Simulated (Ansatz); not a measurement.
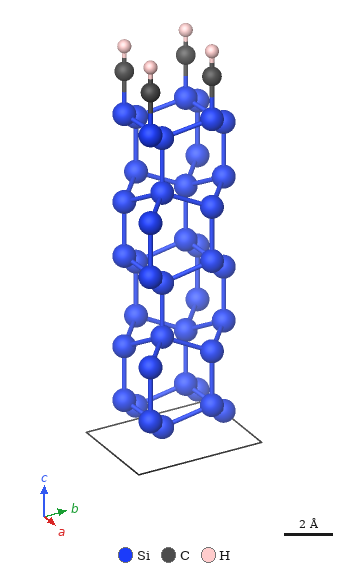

This is the input geometry for a constrained relaxation of a slab of composition Si10HC (cut from the P6_3/mmc phase). The picture is a ball-and-stick view of the 2 × 2 repeat of the cell, outlined in the plane, without the vacuum, seen slightly off an axis.

Case: CH put at a top Si site. The slab is the (0 0 1) face of Si with CH on it. 5 atoms are held fixed.

Method: Ansatz, DFT PBEsol, scalar-relativistic, plane waves, PAW.

Input file:
```yaml
crystal:
  lattice:
    - [3.8248883545, 0.0, 0.0]
    - [-1.9124441773, 3.3124504817, 0.0]
    - [0.0, 0.0, 33.545432599]
  atoms:
    - { symbol: Si, position: [0.3333333333, 0.6666666667, 0.2533876996] }
    - { symbol: Si, position: [0.6666666667, 0.3333333333, 0.2771414802] }
    - { symbol: Si, position: [0.6666666667, 0.3333333333, 0.3476524086] }
    - { symbol: Si, position: [0.3333333333, 0.6666666667, 0.371406189] }
    - { symbol: Si, position: [0.3333333333, 0.6666666667, 0.4419171174] }
    - { symbol: Si, position: [0.6666666667, 0.3333333333, 0.4657891345] }
    - { symbol: Si, position: [0.6666666667, 0.3333333333, 0.5364842437] }
    - { symbol: Si, position: [0.3333333333, 0.6666666667, 0.5597071144] }
    - { symbol: Si, position: [0.3333333333, 0.6666666667, 0.6312800744] }
    - { symbol: Si, position: [0.6666666667, 0.3333333333, 0.651191461] }
    - { symbol: C, position: [0.6666666667, 0.3333333333, 0.7072348581], spin: 1.0 }
    - { symbol: H, position: [0.6666666667, 0.3333333333, 0.7400262075] }
basis:
  ecutwfc: 420
kpoints:
  mp_grid: { grid: [9, 9, 1] }
hamiltonian:
  xc: pbesol
scf:
  occupations: { method: gaussian, width: 0.05 }
output:
  forces: true
  eigenvalues: true
  populations: true
  write_density: true
  write_potential: true
  elf: true
  volumetric_format: npy
magnetization:
  spin_polarized: true
relax:
  adjacent_minimum: "off"
  f_tol: 0.03
  max_steps: 70
  constraints: [{ sites: [0, 1, 2, 3, 4] }]
efield:
  axis: 3
  dipole_correction: true
  ramp_width: 0.04
```

Command:
```bash
ansatz run input.yaml --threads 1 --pin off --max-ram 2560MiB --backend cpu --events-out ev --progress --plain --runs-dir out
```

Question: Predict the outcome.

Answer: After 3 accepted moves (4 points after the start) the energy has fallen by 0.192 eV per cell of the calculation. The largest force component goes from 2.5 to 0.021 eV/Å. 1 step only repeated the SCF at the same geometry. Si10 moves most: 0.14 Å along the normal (+c). Largest moves by element: Si 0.14 Å, C 0.02 Å. H stays in place. The cell stays as it was. Some distances before and after: Si10–C11 1.880 → 1.757 Å, Si9–Si10 2.307 → 2.360 Å, Si8–Si9 2.401 → 2.361 Å, C11–H12 1.100 → 1.085 Å. Bond angles that change, for instance: Si9–Si10–C11 106.8° → 110.6°, Si8–Si9–Si10 106.8° → 110.6°, Si10–Si9–Si10 112.0° → 108.3°.

After the run, drawn alike:

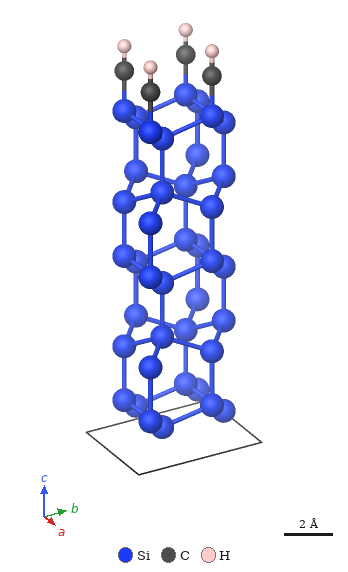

Limits of the set-up: the periodic images lie only 3.8 Å apart, so the values are limited by the cell's size.
